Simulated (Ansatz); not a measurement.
**Run report: W, single-point calculation (part 2 of 2)**

Continued. System: W (defect cell, 26 atoms in the cell). Method: DFT, PBE, plane waves, PAW, no spin polarisation (Ansatz 0.2.0); cutoff 420 eV, 4×4×4 k-mesh, Gaussian smearing of 0.1 eV. The structure derives from an entry of the Crystallography Open Database.

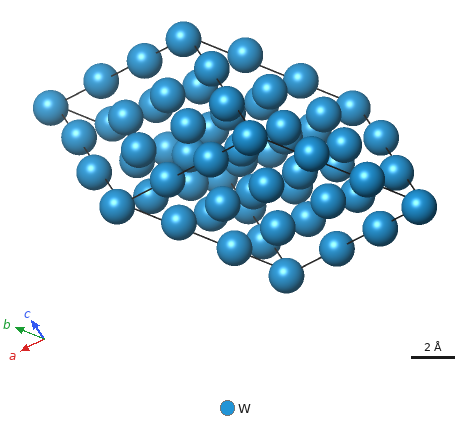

*The input geometry (spheres-only view of the cell of the calculation, seen at an oblique angle).*

### The program's output, continued
```
  k-point 0: bands = ["-53.6044", "-53.3702", "-53.3655", "-53.2977", "-53.2432", "-53.2315", "-53.2248", "-53.2219", "-53.2162", "-53.2008", "-53.2005", "-53.1994", "-53.1902", "-53.1818", "-53.1760", "-53.1712", "-53.1684", "-53.1683", "-53.1675", "-53.1467", "-53.1333", "-53.1233", "-53.1105", "-53.1093", "-53.0702", "-53.0700", "-18.0643", "-18.0122", "-17.9369", "-17.8946", "-17.8789", "-17.8763", "-17.8737", "-17.8612", "-17.8541", "-17.8488", "-17.8419", "-17.8391", "-17.8290", "-17.8206",
      "-17.8091", "-17.8078", "-17.7997", "-17.7953", "-17.7863", "-17.7815", "-17.7801", "-17.7714", "-17.7690", "-17.7673", "-17.7652", "-17.7469", "-17.7468", "-17.7317", "-17.7259", "-17.6965", "-17.6796", "-17.6678", "-17.6570", "-17.6501", "-17.6465", "-17.6354", "-17.5892", "-17.5800", "-17.4073", "-17.3886", "-17.3553", "-17.3394", "-17.3274", "-17.3054", "-17.2974", "-17.2974", "-17.2776", "-17.2689", "-17.2634", "-17.2618", "-17.2420", "-17.2313", "-17.1887", "-17.1866",
      "-17.1828", "-17.1798", "-17.1566", "-17.1559", "-17.1505", "-17.1384", "-17.1301", "-17.1240", "-17.1167", "-17.1047", "-17.1035", "-17.0773", "-17.0690", "-17.0617", "-17.0563", "-17.0504", "-17.0490", "-17.0431", "-17.0111", "-16.9952", "-16.9800", "-16.9277", "-16.9171", "-16.8748", "11.5585", "14.4631", "14.4922", "14.5091", "14.5433", "14.6807", "14.6869", "14.7772", "14.7954", "15.1703", "15.2633", "15.3013", "15.3889", "15.4049", "15.5767", "16.2738",
      "16.4933", "16.5005", "16.5384", "16.5607", "16.6597", "16.6859", "16.6882", "16.7831", "16.8206", "16.8257", "16.8277", "16.8611", "16.9980", "17.0012", "17.0971", "17.2386", "17.2871", "17.3907", "17.4499", "17.5425", "17.5768", "17.6326", "17.7062", "17.7890", "17.8132", "17.8996", "17.9891", "18.1527", "18.3330", "18.3930", "18.5150", "18.6169", "18.8971", "18.9011", "19.0090", "19.0672", "19.1220", "19.1785", "19.2266", "19.2567",
      "19.3541", "19.3768", "19.4085", "19.4482", "19.4907", "19.5034", "19.5430", "19.5945", "19.6016", "19.6490", "19.6883", "19.7033", "19.7611", "19.7936", "19.8425", "19.8812", "19.9034", "20.0130", "20.0654", "20.1702", "20.2065", "20.2391", "20.2767", "20.4562", "20.4985", "20.5909", "20.6876", "20.9547", "21.1162", "21.2180", "21.4409", "21.4775", "21.5318", "21.5806", "21.6140", "22.0362", "22.0865", "22.1407", "22.1529", "22.1784",
      "22.2683", "22.3318", "22.4005", "22.4554", "22.4560", "22.6943", "22.7695", "22.8099", "22.8963", "22.9426", "22.9901", "23.0845", "23.0927", "23.1540", "23.2990", "23.3239", "23.4471", "23.4744", "23.5631"]
  k-point 1: bands = ["-53.6044", "-53.3693", "-53.3658", "-53.2961", "-53.2457", "-53.2373", "-53.2232", "-53.2202", "-53.2150", "-53.2035", "-53.2000", "-53.1934", "-53.1928", "-53.1815", "-53.1778", "-53.1736", "-53.1695", "-53.1667", "-53.1617", "-53.1490", "-53.1334", "-53.1219", "-53.1111", "-53.1092", "-53.0704", "-53.0700", "-18.0790", "-18.0326", "-18.0138", "-17.9657", "-17.9383", "-17.9133", "-17.9080", "-17.9041", "-17.9015", "-17.8891", "-17.8873", "-17.8750", "-17.8590", "-17.8414",
      "-17.8358", "-17.8302", "-17.8295", "-17.8182", "-17.7968", "-17.7762", "-17.7660", "-17.7653", "-17.7402", "-17.7229", "-17.6930", "-17.6846", "-17.6733", "-17.6688", "-17.6425", "-17.6219", "-17.6105", "-17.5921", "-17.5904", "-17.5748", "-17.5544", "-17.5479", "-17.5362", "-17.5261", "-17.4220", "-17.3891", "-17.3851", "-17.3530", "-17.3483", "-17.3340", "-17.3287", "-17.3229", "-17.2876", "-17.2822", "-17.2738", "-17.2567", "-17.2512", "-17.2395", "-17.2060", "-17.1950",
      "-17.1926", "-17.1888", "-17.1766", "-17.1662", "-17.1475", "-17.1422", "-17.1401", "-17.1255", "-17.1151", "-17.1081", "-17.1077", "-17.0880", "-17.0811", "-17.0651", "-17.0621", "-17.0605", "-17.0532", "-17.0294", "-17.0164", "-17.0054", "-17.0043", "-16.9406", "-16.9199", "-16.8984", "11.8553", "13.7561", "14.5556", "14.5798", "14.6133", "14.9388", "14.9535", "15.0073", "15.0730", "15.1835", "15.2349", "15.2708", "15.4120", "15.5474", "15.6582", "16.1361",
      "16.2571", "16.3137", "16.4114", "16.5074", "16.6221", "16.6623", "16.7171", "16.8043", "16.8462", "16.8758", "16.8963", "16.8964", "17.0447", "17.0815", "17.2027", "17.2447", "17.3110", "17.3853", "17.4262", "17.5141", "17.5657", "17.6280", "17.6654", "17.7032", "17.7131", "17.8655", "18.0571", "18.2113", "18.3105", "18.3305", "18.4909", "18.5731", "18.6754", "18.7180", "18.7739", "18.8887", "18.9133", "18.9514", "19.0604", "19.1138",
      "19.1910", "19.2707", "19.3197", "19.3285", "19.3890", "19.4124", "19.4420", "19.4756", "19.5616", "19.5899", "19.6967", "19.7169", "19.7915", "19.7972", "19.8416", "19.9196", "19.9437", "20.0232", "20.1200", "20.1813", "20.2926", "20.3405", "20.3840", "20.4766", "20.5448", "20.6074", "20.7792", "20.9805", "21.0317", "21.0844", "21.1249", "21.2215", "21.5288", "21.6008", "21.6708", "21.7793", "21.8646", "21.9189", "21.9727", "22.1442",
      "22.2269", "22.2585", "22.4017", "22.4440", "22.5050", "22.5120", "22.5152", "22.5982", "22.6202", "22.8346", "22.9391", "23.0068", "23.0971", "23.1116", "23.1663", "23.1740", "23.1835", "23.3615", "23.5022"]
  k-point 2: bands = ["-53.6044", "-53.3682", "-53.3664", "-53.2943", "-53.2472", "-53.2431", "-53.2230", "-53.2187", "-53.2104", "-53.2084", "-53.2016", "-53.1911", "-53.1871", "-53.1820", "-53.1787", "-53.1782", "-53.1694", "-53.1672", "-53.1540", "-53.1537", "-53.1338", "-53.1207", "-53.1116", "-53.1090", "-53.0707", "-53.0698", "-18.0952", "-18.0930", "-18.0186", "-17.9893", "-17.9649", "-17.9464", "-17.9455", "-17.9336", "-17.9184", "-17.9090", "-17.9026", "-17.8971", "-17.8894", "-17.8713",
      "-17.8688", "-17.8572", "-17.8519", "-17.8317", "-17.8169", "-17.7968", "-17.7378", "-17.7242", "-17.7096", "-17.6907", "-17.6455", "-17.6266", "-17.6207", "-17.6129", "-17.5876", "-17.5725", "-17.5412", "-17.5361", "-17.5332", "-17.5215", "-17.4848", "-17.4596", "-17.4426", "-17.4389", "-17.4242", "-17.4132", "-17.4032", "-17.3712", "-17.3653", "-17.3461", "-17.3458", "-17.3384", "-17.3237", "-17.3210", "-17.3001", "-17.2869", "-17.2738", "-17.2551", "-17.2377", "-17.2144",
      "-17.2119", "-17.1886", "-17.1662", "-17.1601", "-17.1589", "-17.1515", "-17.1495", "-17.1395", "-17.1331", "-17.1222", "-17.1013", "-17.1009", "-17.0918", "-17.0836", "-17.0676", "-17.0610", "-17.0466", "-17.0391", "-17.0306", "-17.0127", "-17.0050", "-16.9559", "-16.9229", "-16.9142", "12.6411", "12.7064", "14.7381", "14.7958", "14.8429", "14.9205", "14.9209", "15.0165", "15.0489", "15.4602", "15.6399", "15.6645", "15.7576", "15.8165", "15.8210", "15.8611",
      "15.8779", "15.9613", "16.0824", "16.2727", "16.2979", "16.5908", "16.6044", "16.6625", "16.9086", "16.9331", "16.9372", "16.9814", "17.0595", "17.0951", "17.1395", "17.2661", "17.2664", "17.3181", "17.4859", "17.5585", "17.5807", "17.6762", "17.7513", "17.7991", "17.8220", "17.9296", "18.1139", "18.1160", "18.1439", "18.2833", "18.5076", "18.5557", "18.6171", "18.7073", "18.7208", "18.7473", "18.8254", "18.9246", "18.9578", "18.9758",
      "18.9944", "19.0621", "19.0625", "19.1236", "19.1338", "19.2489", "19.2697", "19.4238", "19.4546", "19.5608", "19.6118", "19.6457", "19.6855", "19.7526", "19.8166", "19.9007", "19.9785", "20.0457", "20.1956", "20.3292", "20.3968", "20.5066", "20.5408", "20.5948", "20.8208", "20.8461", "20.8823", "20.9286", "20.9625", "21.0224", "21.0417", "21.0573", "21.1232", "21.1985", "21.3702", "21.4857", "21.8106", "21.8680", "21.9832", "22.0663",
      "22.1175", "22.1330", "22.1762", "22.3890", "22.4013", "22.4434", "22.5258", "22.5522", "22.6537", "22.7148", "22.8601", "22.8999", "23.0171", "23.1014", "23.1991", "23.2167", "23.2664", "23.3460", "23.3820"]
  k-point 17: bands = ["-53.6044", "-53.3672", "-53.3671", "-53.2928", "-53.2523", "-53.2366", "-53.2246", "-53.2230", "-53.2179", "-53.2136", "-53.1872", "-53.1861", "-53.1825", "-53.1804", "-53.1762", "-53.1759", "-53.1747", "-53.1671", "-53.1657", "-53.1537", "-53.1311", "-53.1248", "-53.1121", "-53.1048", "-53.0709", "-53.0699", "-18.1212", "-18.0374", "-18.0098", "-18.0019", "-17.9973", "-17.9963", "-17.9850", "-17.9801", "-17.9610", "-17.9336", "-17.9261", "-17.9108", "-17.8903", "-17.8827",
      "-17.8592", "-17.8513", "-17.8385", "-17.8253", "-17.8110", "-17.7934", "-17.7505", "-17.7087", "-17.6885", "-17.6334", "-17.5938", "-17.5873", "-17.5829", "-17.5716", "-17.5618", "-17.5512", "-17.5448", "-17.5242", "-17.4964", "-17.4822", "-17.4649", "-17.4511", "-17.4456", "-17.4390", "-17.4335", "-17.4069", "-17.4006", "-17.3973", "-17.3890", "-17.3540", "-17.3529", "-17.3324", "-17.3298", "-17.3049", "-17.2883", "-17.2495", "-17.2369", "-17.2260", "-17.2204", "-17.2137",
      "-17.2074", "-17.2069", "-17.1985", "-17.1694", "-17.1693", "-17.1664", "-17.1536", "-17.1408", "-17.1403", "-17.1347", "-17.1330", "-17.1228", "-17.1161", "-17.1012", "-17.0965", "-17.0715", "-17.0619", "-17.0347", "-17.0314", "-17.0284", "-17.0283", "-16.9555", "-16.9132", "-16.9121", "13.0158", "13.0501", "14.1474", "14.1883", "14.3118", "14.3521", "15.1204", "15.5446", "15.5787", "15.5937", "15.7021", "15.7963", "15.9560", "15.9573", "16.0579", "16.0937",
      "16.1190", "16.1199", "16.1751", "16.2319", "16.3538", "16.3592", "16.4784", "16.4787", "16.5539", "16.6463", "16.9170", "17.0604", "17.0702", "17.2637", "17.2999", "17.3012", "17.3552", "17.4093", "17.5157", "17.6505", "17.7035", "17.7766", "17.8201", "17.8602", "18.0198", "18.0209", "18.0334", "18.0912", "18.1317", "18.2405", "18.2736", "18.2822", "18.3442", "18.4896", "18.5221", "18.5402", "18.6427", "18.6476", "18.6960", "18.7122",
      "18.8372", "18.9169", "18.9288", "18.9360", "18.9976", "19.4115", "19.4505", "19.4971", "19.5571", "19.6021", "19.6668", "19.7190", "19.8071", "19.8336", "19.9720", "20.0305", "20.0895", "20.2542", "20.2623", "20.4030", "20.4034", "20.4427", "20.4987", "20.6528", "20.7145", "20.7601", "20.8229", "20.8380", "20.8744", "20.9076", "20.9598", "21.0854", "21.0970", "21.1675", "21.2007", "21.2788", "21.4702", "21.4839", "21.6246", "21.7371",
      "21.8056", "21.9783", "22.0591", "22.1884", "22.3756", "22.4269", "22.5357", "22.5765", "22.5909", "22.5921", "22.6692", "22.8557", "22.8812", "23.0010", "23.1917", "23.4735", "23.5129", "23.5268", "23.5633"]
```

### Results in brief

```csv
quantity,value
outcome,converged
electrons treated,364
free energy,−269990.7540 eV
Fermi energy,20.451 eV
gap on the k-point mesh,none (metallic)
pressure,−4.48 GPa
largest force (length of the vector),0.022 eV/Å
hardware,"4 threads of Intel Xeon @ 2.30GHz, 28 GiB of memory available, shared host"
wall time,17 s (CPU time 63 s)
peak memory,2.1 GiB
```

### Notes

Settings chosen away from the usual ones: basis.xc_grid set to 2. Spin–orbit coupling is left out, which matters for W.
